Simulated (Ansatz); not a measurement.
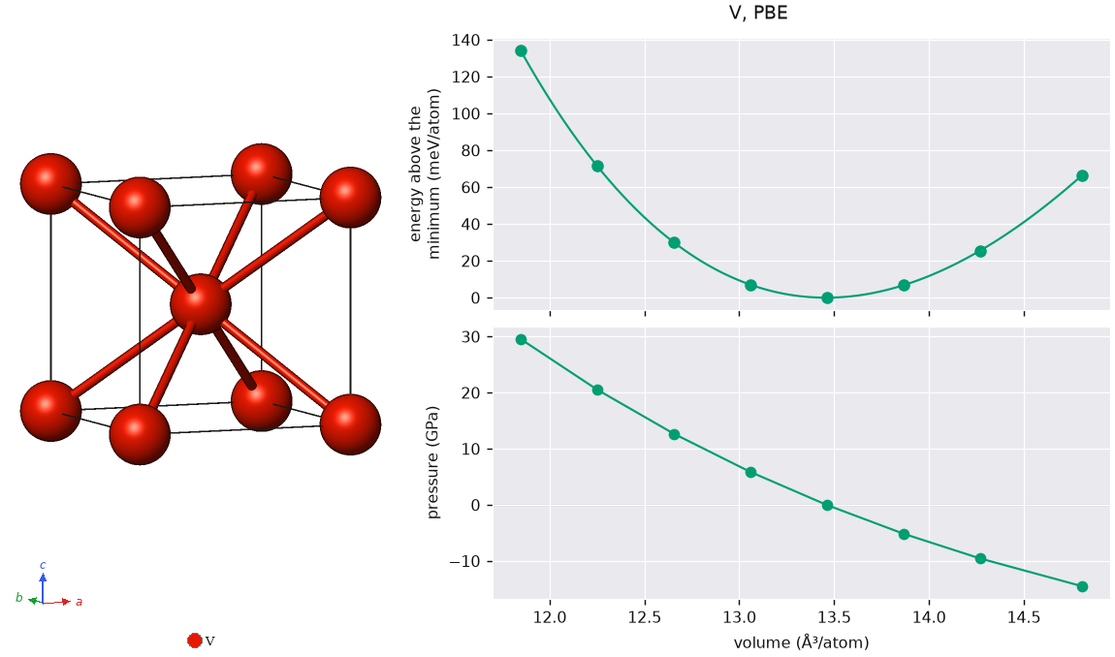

The figure shows the energy above the minimum and pressure against volume for V, space group Im-3m (No. 229). The conventional cell is drawn beside the plot.

Cell as given: a = 2.596 Å, b = 2.596 Å, c = 2.596 Å, α = 109.47°, β = 109.47°, γ = 109.47°; 1 atom.

Computed with Ansatz 0.2.0: third-order Birch-Murnaghan fit to density functional energies at scaled volumes of the given relaxed cell, shape and atoms relaxed at each volume; energies count from the fitted minimum; plane waves with PAW datasets, Γ-centred k mesh. Level: PBE, no spin polarisation.

wave cutoff 420 eV; k mesh 20×20×20; occupations Gaussian; smearing width 0.1 eV.

> Give the fitted equation-of-state parameters.

A third-order Birch–Murnaghan fit gives V0 = 13.46 Å³/atom, B0 = 183 GPa and B′ = 3.7.

> Read off the course of the pressure.

It falls from 29.57 GPa at volume 11.847 Å³/atom to −14.52 GPa at 14.809 Å³/atom, and changes sign near 13.46 Å³/atom.

The computed values:

```csv
volume (Å³/atom),energy above the minimum (meV/atom),pressure (GPa)
11.847,134.2,29.57
12.251,71.5,20.53
12.655,30.1,12.68
13.059,7.0,5.86
13.463,0.0,-0.04
13.866,6.8,-5.15
14.270,25.6,-9.56
14.809,66.6,-14.52
```
